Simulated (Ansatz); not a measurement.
# Ta₃N: what the fields show

The calculation's input:

```
crystal:
  lattice:
    - [3.0631741456, 0.0, 0.0]
    - [-1.5315870728, 2.6527866263, 0.0]
    - [0.0, 0.0, 7.3546844727]
  atoms:
    - { symbol: Ta, position: [0.0, 0.0, 0.5] }
    - { symbol: Ta, position: [0.3333333333, 0.6666666667, 0.1735950547] }
    - { symbol: Ta, position: [0.6666666667, 0.3333333333, 0.8264049453] }
    - { symbol: "N", position: [0.0, 0.0, 0.0] }
basis:
  ecutwfc: 420
kpoints:
  mp_grid: { grid: [24, 24, 8] }
hamiltonian:
  xc: pbe
scf:
  occupations: { method: gaussian, width: 0.15 }
output:
  forces: true
  stress: true
  eigenvalues: true
  write_density: true
  write_potential: true
  elf: true
  volumetric_format: npy
```

Run with:

```sh
ansatz run input.yaml --threads 1 --pin off --max-ram 2560MiB --backend cpu --events-out ev --progress --plain --runs-dir out
```

Below, planes, directions and counts refer to the conventional cell (a = 3.06 Å, b = 3.06 Å, c = 7.35 Å, α = 90.00°, β = 90.00°, γ = 120.00°).

Space group P-3m1; a structure from a database of computed crystals, not necessarily the ambient phase.

Level of theory: DFT PBE, scalar-relativistic, plane waves, PAW in Ansatz 0.2.0.

In a PAW calculation such maps are meaningful between the atoms, not at the nuclei.

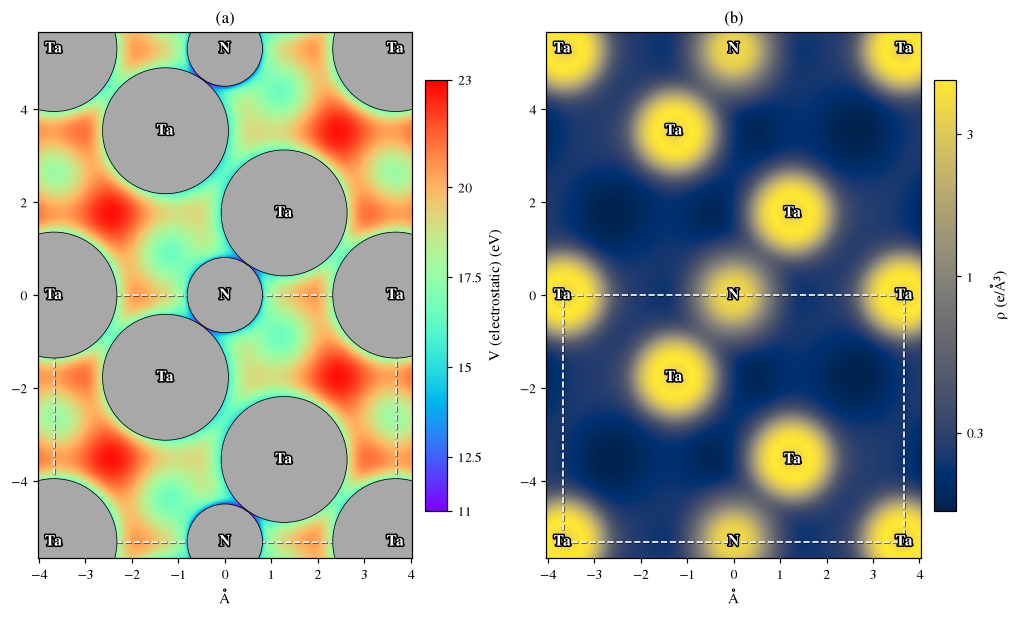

Figure 1. (a) electrostatic potential energy of an electron; (b) valence pseudo-density on the (110) plane of the conventional cell. Grey discs cover the atomic cores in the potential map.

**Describe what can be read from this map.**

The section cuts through Ta and N sites.
Ta–N (2.18 Å): the density is about 0.58 e/Å³ at the midpoint.
Ta–Ta (2.98 Å): ρ at the midpoint is about 0.28 e/Å³.
Ta–Ta (3.11 Å): ρ at the midpoint is about 0.23 e/Å³.
Between the atoms the lowest density in this plane is 0.16 e/Å³.
Outside the cores the potential energy rises away from the atoms and is highest about 2.1 Å from the nearest atoms; its zero is arbitrary.

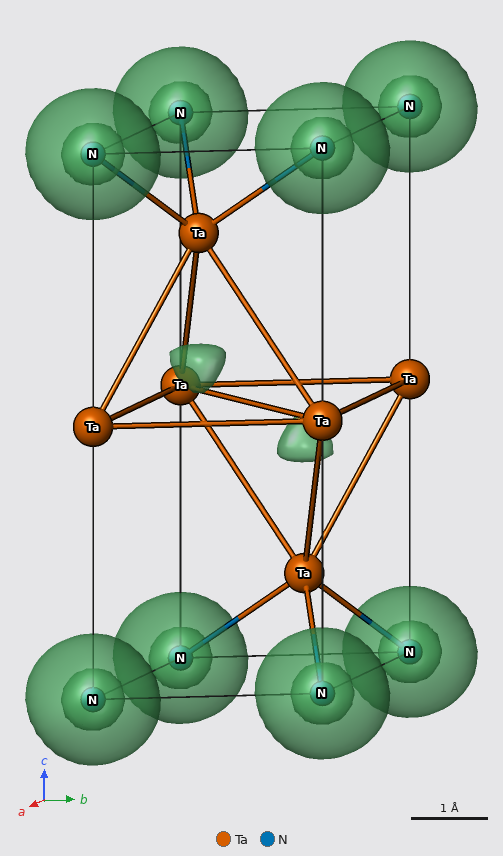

Figure 2. Isosurface of the electron localisation function at 0.65 (green), seen slightly off an axis. Core shells and regions of very low density are left out. Sticks mark near contacts.

**Describe the localisation domains.**

At this value the surface marks out one region wrapped around N (its valence shell) and two pockets between the atoms, centred on no nucleus (multi-centre or interstitial), counted in one cell of 4 atoms. Any copies at cell faces, edges or corners count once. Profiles from the grid: Ta–N (2.18 Å): the ELF peaks at about 0.80 in the valence shell of N, 0.7 Å from its nucleus, and drops to about 0.15 between the two atoms; no localised pair shows between them. Ta–Ta (2.98 Å): the ELF is about 0.35 at the midpoint.

**Does the calculation give a band gap?**

It is metallic or semimetallic at this level of theory: no gap opens; semilocal functionals without U, or without the true magnetic order, often close the gap of such compounds.
